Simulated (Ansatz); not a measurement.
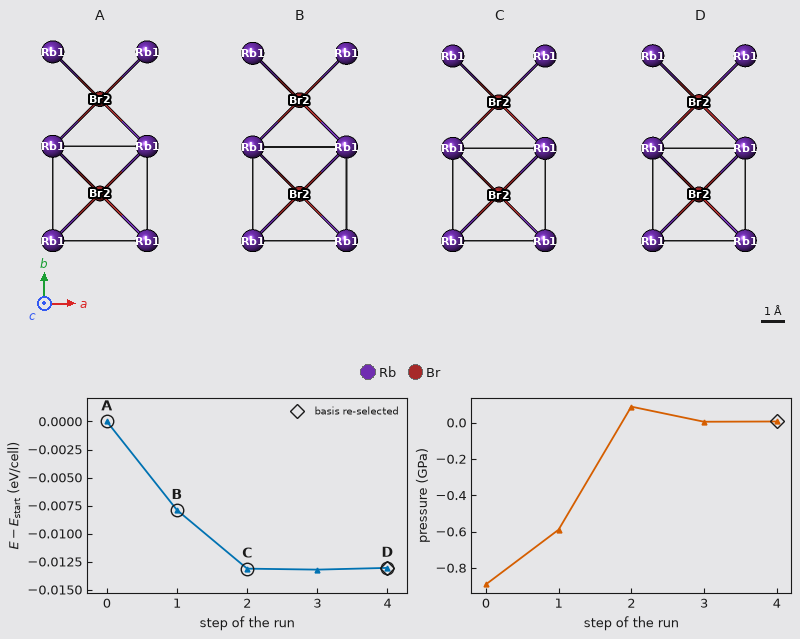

Frames of a relaxation of solid RbBr (set up in Pm-3m), marked on the history of the run. A ball-and-stick model of the cell of the calculation, repeated 1 × 2 × 1 with one cell outlined, seen along the c axis.

Case: relaxed again under DFT PBE+D3(BJ), scalar-relativistic, plane waves, PAW.

The calculation used DFT PBE+D3(BJ), scalar-relativistic, plane waves, PAW in Ansatz 0.2.0. (plane-wave cutoff 420 eV; k-point mesh 6 × 6 × 6; occupations gaussian; smearing width 0.02 eV; no spin polarisation; cell and atoms relaxed; force threshold 0.005 eV/Å; at most 50 steps)

**What happens along the run?**

The atoms keep their places relative to the cell (all moves are under 0.005 Å). The drawn cell changes as follows: a = b = c 4.193 → 4.107 Å (−2.1 %); the volume changes by −6.0 %. Some distances before and after: Rb1–Br2 3.631 → 3.557 Å. The space group stays Pm-3m (No. 221). Over 3 accepted moves (4 points after the start) the energy falls by 13.1 meV per cell of the calculation. All forces vanish by symmetry, so only the cell relaxes. Pressure: −0.89 GPa at the start and 0.01 GPa at the end. The SCF was repeated once at an unchanged geometry on a basis and grid sized afresh for the cell, which shifted the energy by 0.2 meV per cell of the calculation at most. Cost: 5.8 s on 1 thread of Arm Neoverse V2, with other jobs on the host, peak memory 0.31 GiB. From step 0 to 1: volume −2.3 %, energy −7.9 meV per cell of the calculation. From step 1 to 2: volume −4.3 %, energy −5.2 meV per cell of the calculation. From step 2 to 4: volume +0.5 %, energy +0.1 meV per cell of the calculation.
